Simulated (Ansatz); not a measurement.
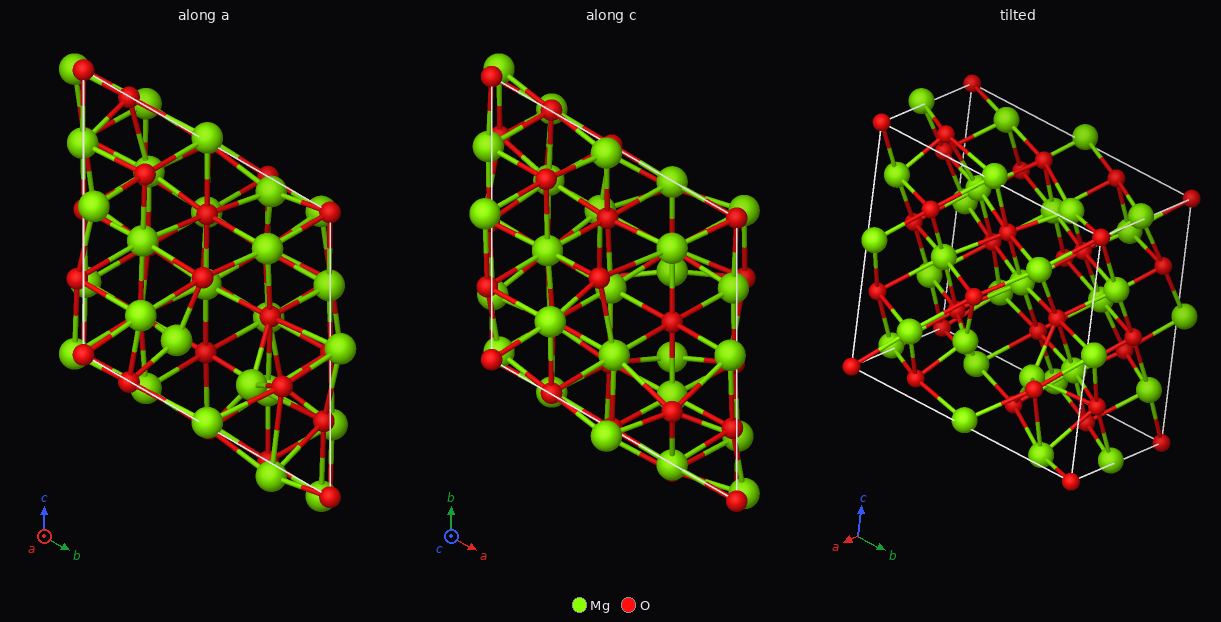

The image is a ball-and-stick drawing of a crystal, viewed along the a axis, along the c axis and slightly off an axis. One simulation cell is framed, with atoms on its boundary repeated. Cell: a = 7.367 Å, b = 7.367 Å, c = 7.367 Å, α = 109.47°, β = 109.47°, γ = 109.47°.

What does the picture show?

- Formula: Mg17O16.
- The cell comprises 1 formula unit: 17 Mg, 16 O.

The structure was taken from a structure listed in the Materials Project, repeated into a supercell with a point defect put in. The atoms were relaxed in a fixed cell with DFT PBE, scalar-relativistic, plane waves, PAW in Ansatz.
